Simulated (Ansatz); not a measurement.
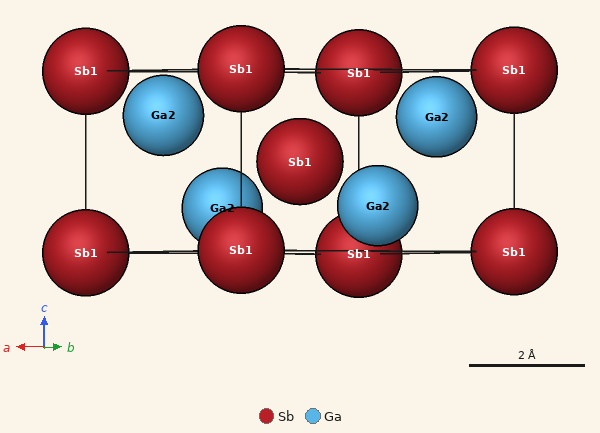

The structure as given in the input (spheres-only view of the cell 2 times as large as that of the calculation, set on its symmetry axes, seen at an oblique angle; atoms are numbered from 1 in the order of the input).

# What a change does: geometry relaxation on GaSb

System: GaSb (I-4m2, 2 atoms in the cell).
Method of run 1: Kohn-Sham DFT of a periodic cell, PBEsol, all-electron LAPW, scalar-relativistic, no spin polarisation (Ansatz 0.2.0).

The structure derives from a Materials Project entry. Text and figures count atoms from 1; the logs count them from 0 in places.

**Input, run 1**
```yaml
crystal:
  lattice:
    - [-2.753434, 2.753434, 1.590707]
    - [2.753434, -2.753434, 1.590707]
    - [2.753434, 2.753434, -1.590707]
  atoms:
    - { symbol: Sb, position: [0.0, 0.0, 0.0] }
    - { symbol: Ga, position: [0.75, 0.25, 0.5] }
kpoints:
  mp_grid: { grid: [10, 10, 10] }
scf:
  occupations: { method: fermi_dirac, width: 0.05 }
hamiltonian:
  xc: pbesol
  pseudopotentials: { kind: all_electron, lapw: { basis_error: 0.001 } }
output:
  forces: true
  stress: true
relax:
  f_tol: 0.01
  max_steps: 60
  cell: {}
```

Launched with:
```bash
ansatz run input.yaml --threads 1 --pin off --max-ram 3072MiB --backend cpu --events-out ev --progress --plain --runs-dir out
```

Hardware: 1 thread of Arm Neoverse V1, 24 GiB of memory available, shared host.

**Output, shortened to warnings, some set-up lines, iterations and results (run 1)**
```
Basis set: ecut = 246.5299995901305 eV, 409 PW (Γ), FFT grids on a1+a2, a2, a3, exchange–correlation at level 2
Symmetry: 8 space group operations
k-points: 102 of 1000 (time reversal used)
Initial density: superposition of atomic densities (chi_scale 0.1, normalization cell, long waves kept (reshape's long-wave potential 0.00 eV rms))
[...]
SCF iter   1: F=—  HF=-229151.854107 eV  |F-HF|=—  |Δ(HF+E_count)|=         —  Δρ=1.23e-2  dr2=5.20e-2  ethr=1.17e-4  ⟨swp⟩=3.0  Hψ=18470  notcnv=0
SCF iter   2: F=—  HF=-229151.822720 eV  |F-HF|=—  |Δ(HF+E_count)|=   3.14e-2  Δρ=7.83e-3  dr2=2.34e-2  ethr=1.17e-4  ⟨swp⟩=2.0  Hψ=8224  notcnv=0
SCF iter   3: F=—  HF=-229151.817842 eV  |F-HF|=—  |Δ(HF+E_count)|=   4.88e-3  Δρ=5.01e-3  dr2=1.01e-2  ethr=5.31e-5  ⟨swp⟩=2.0  Hψ=7813  notcnv=0
SCF iter   4: F=—  HF=-229151.816333 eV  |F-HF|=—  |Δ(HF+E_count)|=   1.51e-3  Δρ=1.78e-3  dr2=1.51e-3  ethr=2.29e-5  ⟨swp⟩=2.0  Hψ=7812  notcnv=0
SCF iter   5: F=—  HF=-229151.816303 eV  |F-HF|=—  |Δ(HF+E_count)|=   3.05e-5  Δρ=5.24e-4  dr2=1.46e-4  ethr=3.33e-7  ⟨swp⟩=2.0  Hψ=13441  notcnv=0
[... 27 lines ...]
relax step   4: F+E_penalty+E_count = -229151.84126539 eV  Δ(F+E_penalty+E_count) = -9.333e-5 eV  max|allowed force component| = 8.674e-18 eV/Å  Δτ_max = 0.0000 Å  P = -0.004 …
SCF iter   1: F=—  HF=-229151.841272 eV  |F-HF|=—  |Δ(HF+E_count)|=         —  Δρ=9.57e-6  dr2=6.07e-8  ethr=1.36e-10  ⟨swp⟩=4.3  Hψ=18150  notcnv=0  reapply=18
SCF iter   2: F=-229151.841271 eV  HF=-229151.841271 eV  |F-HF|=1.25e-8  |Δ(HF+E_count)|=   1.15e-8  Δρ=6.77e-6  dr2=3.18e-8  ethr=1.36e-10  ⟨swp⟩=2.0  Hψ=7736  notcnv=0
SCF 5 converged in 2 iterations: F = -229151.841271 eV  dr2 = 3.18e-8
relax step   5: F+E_penalty+E_count = -229151.84127148 eV  Δ(F+E_penalty+E_count) = -6.092e-6 eV  max|allowed force component| = 7.806e-18 eV/Å  Δτ_max = 0.0000 Å  P = -0.004 …
basis re-selected at this cell: Δ(F+E_penalty+E_count) = -6.092e-6 eV, ΔP = -0.000 GPa vs the last step (what re-selecting the basis moved, after the strain that the cell walked since its last selection, with what the two solves' SCF thresholds leave and, on support functions, any second-order …
SCF converged after 2 iterations
Free energy (F): -229151.841271 eV
Harris-Foulkes:  -229151.841271 eV  (|F-HF|=1.25e-8)
Internal energy: -229151.837428 eV  (E = F + TS)
E sigma→0 (E₀):  -229151.839350 eV
Entropy (-TS):   -0.003843 eV (-1.922 meV/atom)
Fermi energy:    13.184488 eV
--- Per-component energies (eV) ---
  E_band       = -1620.237607
  E_kinetic    = 239670.096693
  E_xc         = -6585.561861
  E_electrostatic = -462236.372260  (all electrons and nuclei)
  E_smearing   = -0.003843  (= −TS)
  E_closure    = 0.000000  (closes the sum)
  E_atoms      = -229143.970572  (free atoms, spherical and without spin; not in F)
  Σ components = -229151.841271   (vs F -229151.841271, Δ=0.00e0)
  Basis errors (estimates in eV, not in F): energy 3.8e-4 per atom: plane waves 3.6e-4 (2.0e-4 summed), levels above the bands 9.7e-45, relativity 7.0e-9, radial functions 2.1e-5, core shells 1.8e-8; eigenvalues (radial functions only) 1.2e-6; not estimated: angular momenta, meshes, grids; target …
--- Forces (eV/Å), atoms counted from 1 ---
  atom   1  Sb    -0.00000000     0.00000000    -0.00000000
  atom   2  Ga     0.00000000     0.00000000     0.00000000
  max |Σ_I F_I| component: 5.20e-18 eV/Å
--- Stress (GPa, compression-positive) ---
        0.013482       0.000000       0.000000
        0.000000       0.013482       0.000000
        0.000000       0.000000      -0.039054
  P = ⅓ Tr σ = -0.0040 GPa (-0.040 kbar)
--- Relaxed structure (4 steps of the walk, 4 accepted, 1 SCFs on fresh bases) ---
  F+E_penalty+E_count = -229151.84127148 eV   max|allowed force component| = 7.806e-18 eV/Å   (the final SCF, on the basis selected at the relaxed cell)
  cell:  # Å, volume = 45.7141 Å³
    - [-2.7174716334254057, 2.7174716334254057, 1.5476037690158493]
    - [2.7174716334254057, -2.7174716334254057, 1.5476037690158493]
    - [2.7174716334254057, 2.7174716334254057, -1.5476037690158493]
  atoms:
    - { symbol: Sb, position: [1.4074627875923459e-34, 3.3091324975991224e-34, 2.2951186155254195e-34] }
[...]
```

For run 2 the input was changed thus:
```diff
-  mp_grid: { grid: [10, 10, 10] }
+  mp_grid: { grid: [7, 7, 7] }
```

How does run 2 compare with run 1?

The free energy of run 2 is 27.1 meV per atom lower, which measures how much it depends on this numerical setting. The volume per atom goes from 22.86 to 22.79 Å³. The SCF takes 23 iterations over all geometry steps against 27. The irreducible k-points go from 102 to 40. On the same kind of shared host run 2 took about 0.38 times as long.

**Output, shortened to warnings, some set-up lines, iterations and results (run 2)**
```
Basis set: ecut = 246.5299995901305 eV, 409 PW (Γ), FFT grids on a1+a2, a2, a3, exchange–correlation at level 2
Symmetry: 8 space group operations
k-points: 40 of 343 (time reversal used)
Initial density: superposition of atomic densities (chi_scale 0.1, normalization cell, long waves kept (reshape's long-wave potential 0.00 eV rms))
[...]
SCF iter   1: F=—  HF=-229151.896932 eV  |F-HF|=—  |Δ(HF+E_count)|=         —  Δρ=1.23e-2  dr2=5.39e-2  ethr=1.21e-4  ⟨swp⟩=3.0  Hψ=7229  notcnv=0
SCF iter   2: F=—  HF=-229151.864082 eV  |F-HF|=—  |Δ(HF+E_count)|=   3.29e-2  Δρ=5.62e-3  dr2=1.13e-2  ethr=1.21e-4  ⟨swp⟩=2.0  Hψ=3253  notcnv=0
SCF iter   3: F=—  HF=-229151.859797 eV  |F-HF|=—  |Δ(HF+E_count)|=   4.29e-3  Δρ=2.60e-3  dr2=2.41e-3  ethr=2.56e-5  ⟨swp⟩=2.0  Hψ=3067  notcnv=0
SCF iter   4: F=—  HF=-229151.858276 eV  |F-HF|=—  |Δ(HF+E_count)|=   1.52e-3  Δρ=4.75e-4  dr2=1.22e-4  ethr=2.77e-7  ⟨swp⟩=2.0  Hψ=5265  notcnv=0
SCF iter   5: F=—  HF=-229151.858253 eV  |F-HF|=—  |Δ(HF+E_count)|=   2.31e-5  Δρ=1.28e-4  dr2=1.08e-5  ethr=2.77e-7  ⟨swp⟩=2.0  Hψ=3060  notcnv=0
[... 23 lines ...]
relax step   4: F+E_penalty+E_count = -229151.89555588 eV  Δ(F+E_penalty+E_count) = -2.019e-4 eV  max|allowed force component| = 8.674e-18 eV/Å  Δτ_max = 0.0000 Å  P = -0.015 …
SCF iter   1: F=—  HF=-229151.895563 eV  |F-HF|=—  |Δ(HF+E_count)|=         —  Δρ=6.13e-6  dr2=3.76e-9  ethr=1.28e-11  ⟨swp⟩=5.9  Hψ=9229  notcnv=0  reapply=38
SCF iter   2: F=-229151.895563 eV  HF=-229151.895563 eV  |F-HF|=2.12e-9  |Δ(HF+E_count)|=   1.23e-8  Δρ=3.08e-6  dr2=8.83e-10  ethr=8.54e-12  ⟨swp⟩=2.0  Hψ=3028  notcnv=0
SCF 5 converged in 2 iterations: F = -229151.895563 eV  dr2 = 8.83e-10
relax step   5: F+E_penalty+E_count = -229151.89556329 eV  Δ(F+E_penalty+E_count) = -7.410e-6 eV  max|allowed force component| = 8.674e-18 eV/Å  Δτ_max = 0.0000 Å  P = -0.015 …
basis re-selected at this cell: Δ(F+E_penalty+E_count) = -7.410e-6 eV, ΔP = -0.000 GPa vs the last step (what re-selecting the basis moved, after the strain that the cell walked since its last selection, with what the two solves' SCF thresholds leave and, on support functions, any second-order …
SCF converged after 2 iterations
Free energy (F): -229151.895563 eV
Harris-Foulkes:  -229151.895563 eV  (|F-HF|=2.12e-9)
Internal energy: -229151.890510 eV  (E = F + TS)
E sigma→0 (E₀):  -229151.893037 eV
Entropy (-TS):   -0.005053 eV (-2.527 meV/atom)
Fermi energy:    13.073068 eV
--- Per-component energies (eV) ---
  E_band       = -1618.091867
  E_kinetic    = 239670.145728
  E_xc         = -6585.607498
  E_electrostatic = -462236.428741  (all electrons and nuclei)
  E_smearing   = -0.005053  (= −TS)
  E_closure    = 0.000000  (closes the sum)
  E_atoms      = -229143.970572  (free atoms, spherical and without spin; not in F)
  Σ components = -229151.895563   (vs F -229151.895563, Δ=0.00e0)
  Basis errors (estimates in eV, not in F): energy 3.8e-4 per atom: plane waves 3.6e-4 (2.0e-4 summed), levels above the bands 1.5e-41, relativity 6.9e-9, radial functions 2.0e-5, core shells 1.8e-8; eigenvalues (radial functions only) 1.3e-6; not estimated: angular momenta, meshes, grids; target …
--- Forces (eV/Å), atoms counted from 1 ---
  atom   1  Sb    -0.00000000     0.00000000     0.00000000
  atom   2  Ga     0.00000000    -0.00000000     0.00000000
  max |Σ_I F_I| component: 3.47e-18 eV/Å
--- Stress (GPa, compression-positive) ---
       -0.012582       0.000000       0.000000
        0.000000      -0.012582       0.000000
        0.000000       0.000000      -0.020955
  P = ⅓ Tr σ = -0.0154 GPa (-0.154 kbar)
--- Relaxed structure (4 steps of the walk, 4 accepted, 1 SCFs on fresh bases) ---
  F+E_penalty+E_count = -229151.89556329 eV   max|allowed force component| = 8.674e-18 eV/Å   (the final SCF, on the basis selected at the relaxed cell)
  cell:  # Å, volume = 45.5738 Å³
    - [-2.731484831252822, 2.731484831252822, 1.5270652445450883]
    - [2.731484831252822, -2.731484831252822, 1.5270652445450883]
[...]
```

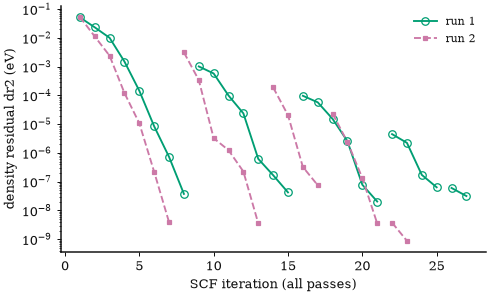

Convergence of the two runs: density residual dr2 against the SCF iteration. A break in a curve parts two SCF passes. Run 1 takes 27 iterations in all, and run 2 takes 23.

**The two runs side by side**

| quantity | run 1 | run 2 |
| --- | --- | --- |
| outcome | converged | converged |
| free energy per atom (eV) | −114575.9206 | −114575.9478 |
| energy per atom, smearing taken to zero (eV) | −114575.9197 | −114575.9465 |
| pressure (GPa) | 0.00 | −0.02 |
| volume per atom (Å³) | 22.86 | 22.79 |
| largest force (eV/Å) | 0.000 | 0.000 |
| SCF iterations | 27 | 23 |
| irreducible k-points | 102 | 40 |
| wall time (shared host) | 2.4 min | 54 s |

For run 2: Points of doubt noted for this run: coarse mesh for a metal.
